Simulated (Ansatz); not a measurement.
# Si: molecular dynamics (part 3 of 5)

Si (Fd-3m, 16 atoms in the cell); DFT PBE, scalar-relativistic, plane waves, PAW, no spin polarisation (Ansatz 0.2.0); cutoff 420 eV, 3×3×3 k-mesh, Fermi–Dirac smearing of 0.17 eV. The structure was built on a prototype by a generator; it need not be a known phase. It belongs to a series of runs on one base structure; here: dynamics from the start.

Geometry of the input (Å; fractional positions):
```
0.0000  5.4300  5.4300
5.4300  0.0000  5.4300
5.4300  5.4300  0.0000
Si 0.0000  0.0000  0.0000
Si 0.1250  0.1250  0.1250
Si -0.0000  0.0000  0.5000
Si 0.1250  0.1250  0.6250
Si -0.0000  0.5000  0.0000
Si 0.1250  0.6250  0.1250
Si -0.0000  0.5000  0.5000
Si 0.1250  0.6250  0.6250
Si 0.5000  -0.0000  0.0000
Si 0.6250  0.1250  0.1250
Si 0.5000  0.0000  0.5000
Si 0.6250  0.1250  0.6250
Si 0.5000  0.5000  0.0000
Si 0.6250  0.6250  0.1250
Si 0.5000  0.5000  0.5000
Si 0.6250  0.6250  0.6250
```

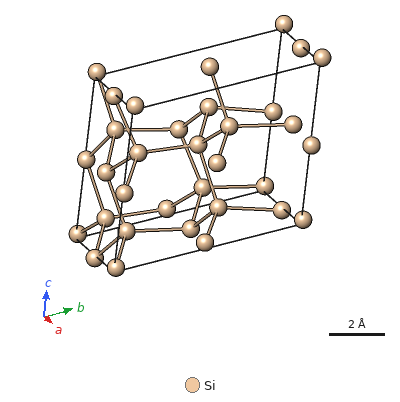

The geometry at step 58 of the log (ball-and-stick view of the cell of the calculation, seen slightly off an axis).

Trajectory as extended XYZ, continued:
```
16
Lattice="0.0000 5.4300 5.4300 5.4300 0.0000 5.4300 5.4300 5.4300 0.0000" Properties=species:S:1:pos:R:3:forces:R:3 step=31 time_fs=62.0 energy=-10172.07516 temperature=368.6
Si    0.1240    0.0049   -0.0142   -0.1136  -0.0007   0.2029
Si    1.3389    1.4670    1.4868   -0.1111  -1.3094  -0.6697
Si    2.5851    2.7128    0.0121    1.3733   0.2231   0.2297
Si    4.1098    4.0532    1.2702    0.1311   0.0836   0.6473
Si    2.8362    0.0733    2.6952   -0.4046   0.7551   0.1608
Si    4.1251    1.4093    4.1127    0.5377  -0.1482   0.2635
Si    5.4830    2.7507    2.7655    0.2912   0.3124  -0.5615
Si    6.9607    4.1779    4.0515   -1.4546  -0.4022  -0.3064
Si   -0.0478    2.7456    2.7680    0.2019   1.1132  -0.0021
Si    1.5340    3.9657    4.1176   -1.8077   1.2343  -0.7544
Si    2.8145    5.3917    2.8098    0.3883  -0.0735  -0.8613
Si    4.0840    6.8733    4.1120   -0.2575  -0.9032   0.7314
Si    2.7187    2.7123    5.4941    0.5969  -1.4149   0.7198
Si    4.0327    4.1228    6.7573    1.0734  -0.3425   0.0597
Si    5.4764    5.4017    5.4126    0.1512   0.7414   0.0987
Si    6.8565    6.7191    6.8755   -0.5957   0.1317   0.0416
16
Lattice="0.0000 5.4300 5.4300 5.4300 0.0000 5.4300 5.4300 5.4300 0.0000" Properties=species:S:1:pos:R:3:forces:R:3 step=35 time_fs=70.0 energy=-10172.05196 temperature=435.9
Si    0.1371    0.0264   -0.0165   -0.1535  -0.3467   0.2861
Si    1.2858    1.4651    1.5070    1.0334  -1.1063  -1.0959
Si    2.6263    2.7585    0.0367    0.5823  -0.4758   0.3030
Si    4.1187    4.0560    1.2820    0.3664   0.4556   0.4313
Si    2.8803    0.1354    2.7336   -1.0292  -0.3159  -0.8017
Si    4.1593    1.3761    4.0983    0.6821   1.1210   0.7923
Si    5.4986    2.7807    2.7249    0.2786   0.0139   0.0769
Si    6.9670    4.1931    4.0585   -1.0728  -0.4109  -0.5681
Si   -0.0226    2.7852    2.7477   -0.5876   0.6754   0.8138
Si    1.5340    3.9983    4.1010   -1.3878   0.9987  -0.4797
Si    2.8547    5.4029    2.8037   -0.1188  -0.0004  -0.9166
Si    4.0680    6.8469    4.1370    0.4359  -0.1660   0.4415
Si    2.7245    2.7423    5.5178    0.4178  -1.7446  -0.1591
Si    4.0560    4.1117    6.7280    0.5469   0.1543   1.0263
Si    5.4658    5.3499    5.4192    0.5469   1.4977  -0.0448
Si    6.8619    6.7506    6.8773   -0.5405  -0.3499  -0.1055
16
Lattice="0.0000 5.4300 5.4300 5.4300 0.0000 5.4300 5.4300 5.4300 0.0000" Properties=species:S:1:pos:R:3:forces:R:3 step=39 time_fs=78.0 energy=-10171.93058 temperature=456.0
Si    0.1434    0.0107    0.0163   -0.2499  -0.2014  -0.0789
Si    1.2300    1.4613    1.5111    1.6554  -0.6664  -1.0938
Si    2.6623    2.7917    0.0660    0.0406  -1.0079   0.1489
Si    4.1342    4.0653    1.3095    0.2606   0.5419  -0.0603
Si    2.8602    0.2035    2.7505   -0.8353  -0.9879  -1.0963
Si    4.2164    1.3636    4.0916    0.4383   1.5833   0.8766
Si    5.5078    2.8244    2.6745    0.5470  -0.6175   0.8256
Si    6.9842    4.1727    4.0418   -0.9821  -0.0487  -0.4554
Si   -0.0284    2.8219    2.7422   -0.7812   0.1863   1.2467
Si    1.4977    4.0479    4.0732   -0.4244   0.4839  -0.0351
Si    2.9010    5.4067    2.7695   -0.8244   0.2874  -0.4504
Si    4.0577    6.8262    4.1570    0.7882   0.1617   0.3916
Si    2.7485    2.7641    5.5222   -0.0095  -1.6557  -0.9138
Si    4.0782    4.0941    6.7367    0.0257   0.8766   1.2396
Si    5.4752    5.3212    5.4262    0.7208   1.6591  -0.1649
Si    6.8710    6.7792    6.8756   -0.3697  -0.5945  -0.3802
16
Lattice="0.0000 5.4300 5.4300 5.4300 0.0000 5.4300 5.4300 5.4300 0.0000" Properties=species:S:1:pos:R:3:forces:R:3 step=43 time_fs=86.0 energy=-10171.92559 temperature=506.0
Si    0.1457    0.0130    0.0586   -0.2465  -0.1708  -0.8307
Si    1.2219    1.4281    1.4980    1.3567   0.5909  -0.5619
Si    2.6728    2.8131    0.0710    0.1249  -1.1855   0.3748
Si    4.1593    4.1123    1.3300   -0.1193  -0.0624  -0.5063
Si    2.8172    0.2569    2.7452    0.1680  -1.1511  -0.4393
Si    4.2883    1.4020    4.0943   -0.4016   1.1213   0.5375
Si    5.5268    2.8672    2.6543    0.6475  -1.1324   0.7835
Si    7.0014    4.1301    4.0027   -0.9056   0.6529  -0.1681
Si   -0.0478    2.8515    2.7514   -0.5295  -0.6482   1.0820
Si    1.4419    4.0836    4.0518    0.6404   0.1285   0.3700
Si    2.9400    5.4200    2.7397   -1.6829   0.3904   0.0863
Si    4.0371    6.8060    4.1774    1.1256   0.5174   0.3280
Si    2.7602    2.7308    5.5233    0.0373  -0.6563  -1.1869
Si    4.0783    4.1042    6.7808   -0.3276   1.1100   0.3732
Si    5.5024    5.3272    5.4096    0.3802   1.1203   0.0620
Si    6.8687    6.7797    6.8563   -0.2677  -0.6249  -0.3042
16
Lattice="0.0000 5.4300 5.4300 5.4300 0.0000 5.4300 5.4300 5.4300 0.0000" Properties=species:S:1:pos:R:3:forces:R:3 step=47 time_fs=94.0 energy=-10171.81729 temperature=377.7
Si    0.1700    0.0093    0.0625   -0.4028   0.1451  -1.2292
Si    1.2280    1.4113    1.4704    0.9412   1.4217   0.0212
Si    2.6874    2.8127    0.0970    0.0823  -0.8830   0.2715
Si    4.1774    4.1758    1.3188   -0.1694  -0.8486  -0.2261
Si    2.7867    0.2697    2.7162    0.9039  -0.9235   0.4659
Si    4.3594    1.4591    4.0946   -1.3399   0.2321   0.3566
Si    5.5489    2.8719    2.6563    0.2424  -0.7372   0.1445
Si    7.0045    4.0890    3.9752   -0.5088   1.1023   0.2245
Si   -0.0741    2.8778    2.7685   -0.1681  -1.3148   0.8923
Si    1.4009    4.1049    4.0459    1.4044  -0.2685   0.3600
Si    2.9355    5.4234    2.7201   -1.7966   0.8947   0.6848
Si    4.0431    6.8133    4.2264    0.8701   0.3069  -0.3648
Si    2.7646    2.6861    5.5138    0.3576   0.3624  -0.9986
Si    4.0737    4.1373    6.8368   -0.6388   0.8508  -0.7662
Si    5.5171    5.3420    5.3825    0.1995   0.5983   0.4462
Si    6.8434    6.7937    6.8399    0.0229  -0.9386  -0.2825
16
Lattice="0.0000 5.4300 5.4300 5.4300 0.0000 5.4300 5.4300 5.4300 0.0000" Properties=species:S:1:pos:R:3:forces:R:3 step=50 time_fs=100.0 energy=-10171.80627 temperature=350.9
Si    0.1925    0.0154    0.0464   -0.7637   0.2818  -1.0967
Si    1.2301    1.4038    1.4569    0.7542   1.7414   0.2749
Si    2.6974    2.7931    0.1162   -0.0553  -0.4195  -0.0238
Si    4.1916    4.1921    1.3024   -0.3017  -0.9249   0.0524
Si    2.7919    0.2735    2.6735    0.8474  -0.7477   1.1790
Si    4.3652    1.4978    4.1148   -1.4088  -0.3139   0.0634
Si    5.5469    2.8548    2.6563    0.1709  -0.3919  -0.1092
Si    6.9887    4.0850    3.9627   -0.0363   1.0002   0.3495
Si   -0.0875    2.8835    2.7826    0.0660  -1.1931   0.7319
Si    1.3964    4.1256    4.0603    1.6040  -0.7216  -0.0123
Si    2.9164    5.4238    2.7140   -1.3585   1.0819   0.8371
Si    4.0764    6.8341    4.2544    0.3843   0.0168  -0.8523
Si    2.7833    2.6665    5.4965    0.2437   0.9420  -0.5502
Si    4.0782    4.1857    6.8578   -0.4921   0.2157  -1.2575
Si    5.5315    5.3563    5.3617    0.1733   0.4092   0.6806
Si    6.8387    6.7981    6.8272    0.1727  -0.9762  -0.2666
16
Lattice="0.0000 5.4300 5.4300 5.4300 0.0000 5.4300 5.4300 5.4300 0.0000" Properties=species:S:1:pos:R:3:forces:R:3 step=54 time_fs=108.0 energy=-10171.86069 temperature=402.6
Si    0.1970    0.0101    0.0092   -0.8626   1.0829  -0.2401
Si    1.2595    1.4341    1.4591    0.3128   1.0027  -0.0177
Si    2.6960    2.7916    0.1367   -0.0180   0.0368  -0.3390
Si    4.2138    4.1917    1.2892   -0.6706  -0.6177   0.6229
Si    2.8179    0.2518    2.6336    0.2568  -0.3004   1.7833
Si    4.3254    1.5353    4.1443   -0.6122  -0.9718  -0.7076
Si    5.5661    2.8255    2.6491   -0.3779  -0.4485  -0.3914
Si    6.9438    4.0679    3.9403    0.7658   1.1411   0.5701
Si   -0.0782    2.8618    2.8018    0.0543  -0.4284   0.4470
Si    1.4145    4.1392    4.0941    1.5162  -1.2153  -0.6056
Si    2.8672    5.4467    2.7305   -0.3104   0.7696   0.5685
Si    4.1101    6.8737    4.2851   -0.2437  -0.1998  -1.2412
Si    2.8182    2.6573    5.4660   -0.3267   1.4767   0.2910
Si    4.0883    4.2337    6.8536    0.2025  -0.6888  -1.4452
Si    5.5464    5.3880    5.3190    0.1327   0.0853   1.0230
Si    6.8552    6.7837    6.8038    0.1810  -0.7243  -0.3183
16
Lattice="0.0000 5.4300 5.4300 5.4300 0.0000 5.4300 5.4300 5.4300 0.0000" Properties=species:S:1:pos:R:3:forces:R:3 step=58 time_fs=116.0 energy=-10171.86618 temperature=487.2
Si    0.1801    0.0204   -0.0240   -0.2972   1.1121   0.2277
Si    1.2928    1.4908    1.4616   -0.0872  -0.1497  -0.0576
Si    2.6728    2.7907    0.1339    0.4876   0.4581  -0.5176
Si    4.2354    4.1725    1.2708   -1.1470  -0.1967   1.1153
Si    2.8394    0.2153    2.6206   -0.2086   0.1498   1.7612
Si    4.2901    1.5413    4.1673   -0.0365  -1.4190  -1.3944
Si    5.5594    2.8078    2.6727   -0.4629  -0.5093  -0.7682
Si    6.9085    4.0800    3.9490    1.3300   0.8310   0.2062
Si   -0.0786    2.8210    2.8438    0.1962   0.4096  -0.3081
Si    1.4470    4.1167    4.0889    0.8446  -0.8481  -0.3693
Si    2.8109    5.4826    2.7611    0.6505   0.3088  -0.1684
Si    4.1271    6.9033    4.2765   -0.6904  -0.7166  -0.7679
Si    2.8424    2.6731    5.4278   -0.7210   1.6817   1.0785
Si    4.1233    4.2512    6.8293    0.5813  -1.0705  -1.3151
Si    5.6085    5.4192    5.2933   -0.6815   0.1932   1.2208
Si    6.8652    6.7864    6.7681    0.2420  -0.2346   0.0569
16
Lattice="0.0000 5.4300 5.4300 5.4300 0.0000 5.4300 5.4300 5.4300 0.0000" Properties=species:S:1:pos:R:3:forces:R:3 step=62 time_fs=124.0 energy=-10171.82563 temperature=485.0
Si    0.1550    0.0415   -0.0554    0.2180   0.6889   0.3173
Si    1.3186    1.5490    1.4357   -0.4823  -1.3465   0.5070
Si    2.6727    2.7497    0.1104    0.7387   1.2568  -0.6699
Si    4.2447    4.1207    1.2256   -1.1874   0.3391   1.5285
Si    2.8753    0.1762    2.6179   -0.6515   0.5163   1.1588
Si    4.2587    1.5202    4.1254   -0.0112  -1.3069  -1.1025
Si    5.5550    2.7823    2.6818   -0.0911   0.1996  -0.6079
Si    6.9317    4.1264    3.9798    0.9809  -0.0182  -0.4624
Si   -0.0868    2.8014    2.8682    0.5709   0.8195  -1.0454
Si    1.4691    4.0861    4.0552    0.2856  -0.1922   0.2182
Si    2.7798    5.5290    2.8013    1.2064  -0.2636  -0.8127
Si    4.1387    6.9282    4.2673   -0.6713  -1.4483  -0.3791
Si    2.8641    2.7076    5.4145   -0.7160   1.2228   1.0483
Si    4.1722    4.2405    6.7833    0.4676  -0.9441  -0.8336
Si    5.6633    5.4519    5.3181   -1.1816   0.2724   0.9065
Si    6.8762    6.7979    6.7684    0.5243   0.2045   0.2289
16
Lattice="0.0000 5.4300 5.4300 5.4300 0.0000 5.4300 5.4300 5.4300 0.0000" Properties=species:S:1:pos:R:3:forces:R:3 step=66 time_fs=132.0 energy=-10171.76675 temperature=618.5
Si    0.1375    0.0893   -0.0873    0.4027  -0.0456   0.5071
Si    1.3270    1.5833    1.4162   -0.5477  -2.0582   0.8822
Si    2.6763    2.7264    0.0973    1.1971   1.6635  -0.5124
Si    4.2416    4.1178    1.2405   -0.9446   0.5929   1.1740
Si    2.9318    0.1590    2.6460   -1.4222   0.2208   0.0198
Si    4.2140    1.4795    4.0444    0.3469  -0.5868  -0.0797
Si    5.5548    2.7599    2.6880    0.2208   1.0294  -0.3142
Si    7.0089    4.1398    4.0093   -0.1801   0.0447  -0.4808
Si   -0.0727    2.7863    2.8645    0.8210   1.2925  -1.0664
Si    1.5269    4.0869    4.0485   -0.5484   0.0641   0.3110
Si    2.7700    5.5811    2.8101    1.6488  -0.6851  -0.6681
Si    4.1658    6.9401    4.2757   -0.7373  -1.5354  -0.3686
Si    2.8819    2.7190    5.4111   -0.3681   0.9643   0.7176
Si    4.2054    4.2347    6.7423    0.3995  -0.8591  -0.2834
Si    5.6804    5.5083    5.3722   -0.5473  -0.2967   0.2181
Si    6.9157    6.8452    6.7995    0.2590   0.1947  -0.0564
16
Lattice="0.0000 5.4300 5.4300 5.4300 0.0000 5.4300 5.4300 5.4300 0.0000" Properties=species:S:1:pos:R:3:forces:R:3 step=70 time_fs=140.0 energy=-10171.74524 temperature=730.4
Si    0.1199    0.1621   -0.0927    0.5092  -0.9349   0.5615
Si    1.3135    1.5645    1.4223    0.0681  -1.6223   0.6510
Si    2.6772    2.7494    0.0822    1.3777   0.9231   0.2951
Si    4.2120    4.1642    1.2782   -0.5698   0.5461   0.6824
Si    2.9495    0.1263    2.6743   -1.4454  -0.2328  -1.2254
Si    4.1886    1.4439    3.9877    0.5849   0.3137   0.5740
Si    5.5428    2.7637    2.6829    0.5293   1.3531  -0.1421
Si    7.0935    4.1428    4.0290   -1.5017   0.2609  -0.5233
Si   -0.0397    2.8005    2.8502    0.7082   1.2645  -0.5579
Si    1.5829    4.1351    4.0537   -1.1443  -0.0416   0.3943
Si    2.7948    5.6411    2.8079    1.5840  -1.1953  -0.5281
Si    4.1648    6.9173    4.2649   -0.3092  -0.6920  -0.2775
Si    2.9018    2.7221    5.4164   -0.0776   0.9864   0.1130
Si    4.2603    4.2239    6.6834   -0.0379  -0.6529   0.5598
Si    5.6987    5.5587    5.4197    0.0307  -0.6462  -0.5257
Si    6.9666    6.8862    6.8133   -0.3064   0.3699  -0.0511
16
Lattice="0.0000 5.4300 5.4300 5.4300 0.0000 5.4300 5.4300 5.4300 0.0000" Properties=species:S:1:pos:R:3:forces:R:3 step=74 time_fs=148.0 energy=-10171.80775 temperature=929.8
Si    0.0939    0.1933   -0.0743    0.5004  -1.0279   0.2734
Si    1.2885    1.5144    1.4637    1.1482  -0.9519  -0.3512
Si    2.7153    2.8092    0.0887    0.7588  -0.1870   0.9403
Si    4.1659    4.2551    1.3332    0.1248  -0.1296   0.1020
Si    2.9122    0.0580    2.6674   -0.3030   0.4814  -1.6343
Si    4.1870    1.4363    3.9492    0.1471   0.3896   0.5530
Si    5.5443    2.7888    2.6576    0.3269   1.5270   0.3466
Si    7.1428    4.1561    4.0241   -2.4738  -0.0182  -0.0222
Si    0.0252    2.8278    2.8129   -0.3460   0.8598   0.1765
Si    1.5705    4.1715    4.0422   -0.8465   0.0247   0.6370
Si    2.8627    5.6614    2.7977    0.3177  -1.7233  -0.4998
Si    4.1104    6.8743    4.2207    1.0224   0.8689   0.3399
Si    2.8972    2.7413    5.4138    0.0717   0.7806  -0.2456
Si    4.3099    4.2167    6.6289   -0.2945  -0.4825   0.8669
Si    5.7121    5.6251    5.4245    0.2849  -0.7842  -0.6827
Si    6.9976    6.9198    6.8747   -0.4390   0.3725  -0.7999
16
Lattice="0.0000 5.4300 5.4300 5.4300 0.0000 5.4300 5.4300 5.4300 0.0000" Properties=species:S:1:pos:R:3:forces:R:3 step=78 time_fs=156.0 energy=-10171.51775 temperature=717.8
Si    0.0678    0.1903   -0.0523    0.4167  -0.8081  -0.1691
Si    1.2519    1.4683    1.4708    1.6895  -0.2200  -0.4728
Si    2.7505    2.8523    0.1212    0.3096  -0.5904   0.9022
Si    4.1436    4.3519    1.4041    0.8028  -1.4483  -0.9023
Si    2.8652    0.0157    2.6233    0.4634   1.1143  -1.1553
Si    4.2098    1.4381    3.9294   -0.7587   0.2244   0.4641
Si    5.5415    2.8193    2.6509    0.0040   1.7951   0.8662
Si    7.1354    4.1795    4.0438   -2.3214  -0.3553   0.1420
Si    0.0795    2.8912    2.7915   -1.2409  -0.1774   0.2884
Si    1.5273    4.1939    4.0272   -0.1157   0.3666   0.9256
Si    2.9326    5.6482    2.7943   -1.5949  -1.1795  -0.3811
Si    4.0682    6.8386    4.2108    2.0989   2.1400   1.0207
Si    2.8680    2.7906    5.3990    0.4961   0.3836  -0.1622
Si    4.3450    4.2334    6.6337   -0.4016  -0.3262   0.2769
Si    5.7513    5.6697    5.3965    0.0355  -0.6505  -0.0889
Si    7.0013    6.9841    6.9417    0.1165  -0.2681  -1.5542
16
Lattice="0.0000 5.4300 5.4300 5.4300 0.0000 5.4300 5.4300 5.4300 0.0000" Properties=species:S:1:pos:R:3:forces:R:3 step=81 time_fs=162.0 energy=-10171.34900 temperature=765.9
Si    0.0612    0.1803   -0.0545    0.2739  -0.5969  -0.2394
Si    1.2473    1.4137    1.4660    1.4827   0.8296  -0.2063
Si    2.7783    2.8632    0.1444    0.0937  -0.5396   0.8702
Si    4.1646    4.4057    1.4488    1.0548  -2.3655  -1.5763
Si    2.8368    0.0183    2.5789    0.7088   0.8180  -0.3999
Si    4.2206    1.4339    3.9314   -1.3008   0.3265   0.3575
Si    5.5433    2.8408    2.6766   -0.1730   1.7975   0.9783
Si    7.1092    4.1897    4.0702   -1.4999  -0.4655  -0.2051
Si    0.0881    2.9423    2.7860   -1.3143  -1.0518  -0.1074
Si    1.4866    4.2291    4.0252    0.4426   0.2652   0.9637
Si    2.9427    5.6306    2.7781   -2.1587  -0.1690   0.3634
Si    4.0609    6.8480    4.2103    2.2924   1.9981   0.9240
Si    2.8456    2.8360    5.3997    0.7604   0.1916  -0.2713
Si    4.3621    4.2597    6.6272   -0.4176  -0.2331   0.0228
Si    5.8098    5.6781    5.3730   -0.5960  -0.1273   0.3117
Si    7.0064    7.0378    6.9679    0.3510  -0.6778  -1.7858
16
Lattice="0.0000 5.4300 5.4300 5.4300 0.0000 5.4300 5.4300 5.4300 0.0000" Properties=species:S:1:pos:R:3:forces:R:3 step=85 time_fs=170.0 energy=-10171.33054 temperature=566.6
Si    0.0531    0.1736   -0.0762    0.2355  -0.6875   0.0860
Si    1.2757    1.3424    1.4416    0.6259   2.1600  -0.1508
Si    2.8128    2.8669    0.1752   -0.0294  -0.4782   0.6189
Si    4.1874    4.4302    1.4880    0.8069  -2.2356  -1.8617
Si    2.7921    0.0297    2.5169    1.5510   0.1416   0.5484
Si    4.2133    1.4233    3.9626   -1.6218   0.7561  -0.3689
Si    5.5290    2.9010    2.6993   -0.3311   1.0976   1.3117
Si    7.0991    4.1846    4.0748   -0.7393  -0.5475  -0.3544
Si    0.0793    2.9688    2.7692   -0.7205  -1.3627  -0.1603
Si    1.4826    4.2829    4.0258    0.2979  -0.4143   0.6873
Si    2.9005    5.6407    2.7580   -1.4868   0.8514   1.0193
Si    4.1093    6.8920    4.2164    1.7201   1.2212   0.2441
Si    2.8314    2.8668    5.4021    0.8913   0.2096  -0.3508
Si    4.3820    4.2780    6.6086   -0.5116  -0.1080  -0.0801
Si    5.8747    5.6757    5.3512   -1.1499   0.3862   0.6364
Si    6.9857    7.1067    6.9767    0.4620  -0.9901  -1.8250
```
